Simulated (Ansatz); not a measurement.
Structure of Si:

```yaml
crystal:
  lattice:
    - [3.88156, 0.00000, 0.00000]
    - [0.00000, 3.88156, 0.00000]
    - [0.00000, 0.00000, 3.88156]
  atoms:
    - { symbol: Si, position: [0.00000, 0.00000, 0.00000] }
    - { symbol: Si, position: [0.00000, 0.50000, 0.50000] }
    - { symbol: Si, position: [0.50000, 0.00000, 0.50000] }
    - { symbol: Si, position: [0.50000, 0.50000, 0.00000] }
```

It is based on the end point of a relaxation with Ansatz 0.2.0, DFT, RPBE, plane waves (420 eV) with PAW, scalar-relativistic; the starting structure was generated, so it need not be a known form of this composition.

Q: Where will the first 5 clear peaks of its X-ray PDF lie (peak width σ = 0.12 Å), and from which pairs do they come?

A: 1. 2.73 Å: Si–Si at 2.74 Å
2. 3.88 Å: Si–Si at 3.88 Å
3. 4.75 Å: Si–Si at 4.75 Å
4. 5.49 Å: Si–Si at 5.49 Å
5. 6.14 Å: Si–Si at 6.14 Å

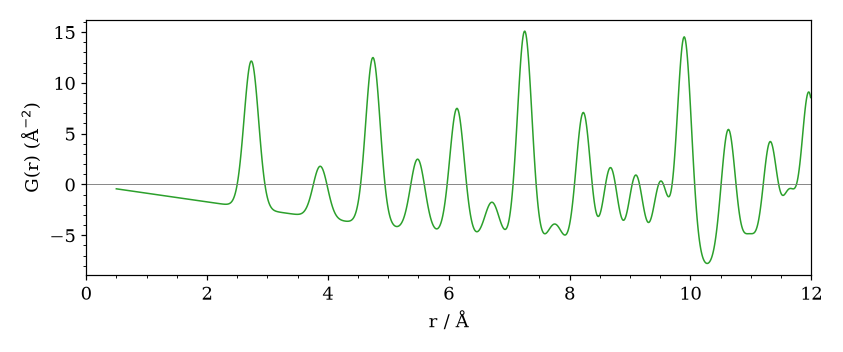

Simulated X-ray pair distribution function, G(r) = R(r)/r − 4πρ₀r, summed over the atomic distances of the structure with each pair weighted by the product of the atomic numbers (X-ray weights at Q = 0); every distance is a Gaussian of σ = 0.12 Å, damped by exp(−(Q_damp r)²/2) with Q_damp = 0.040 Å⁻¹. There is no Q-range truncation.
